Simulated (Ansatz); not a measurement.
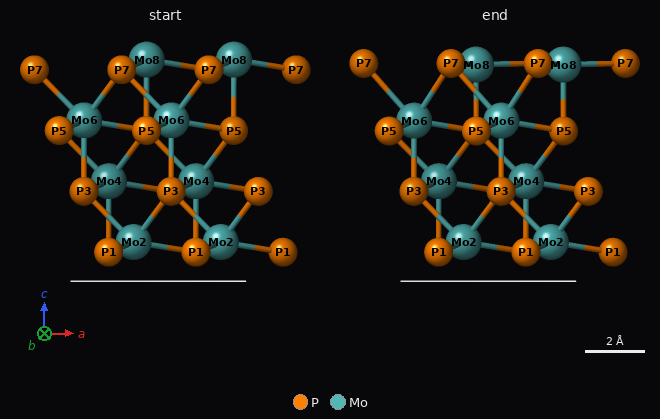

The structure of a slab of composition MoP (cut from the P-6m2 phase) before (left) and after (right) a constrained relaxation, at one scale.

The picture is a ball-and-stick view of the 2 × 2 repeat of the cell, outlined in the plane, without the vacuum, seen along the b axis.

Case: clean slab, lower half held. The slab is the (1 0 1) face of MoP. 4 atoms are held fixed.

These are results of DFT PBEsol, scalar-relativistic, plane waves, PAW in Ansatz 0.2.0, not measurements. (plane-wave cutoff 420 eV; k-point mesh 10 × 7 × 1; occupations gaussian; smearing width 0.1 eV; no spin polarisation; dipole correction; atoms relaxed in a fixed cell; force threshold 0.03 eV/Å; at most 70 steps)

What changed between the two?

Answer. After 4 geometry steps the energy has fallen by 0.297 eV per cell of the calculation. The largest force component goes from 2.1 to 0.015 eV/Å. The largest move is that of P7, 0.22 Å at 17° to the normal (+c side). Largest moves by element: P 0.22 Å, Mo 0.18 Å. The cell stays as it was. Among the contacts that change: Mo6–P7 2.438 → 2.617 Å, P5–Mo8 2.438 → 2.285 Å, Mo6–Mo8 3.206 → 3.065 Å, P7–Mo8 2.438 → 2.412 Å. Bond angles that change, for instance: P5–Mo8–P7 81.2° → 91.7°, Mo6–P7–Mo8 135.4° → 125.5°, P5–Mo8–P7 82.2° → 90.3°.
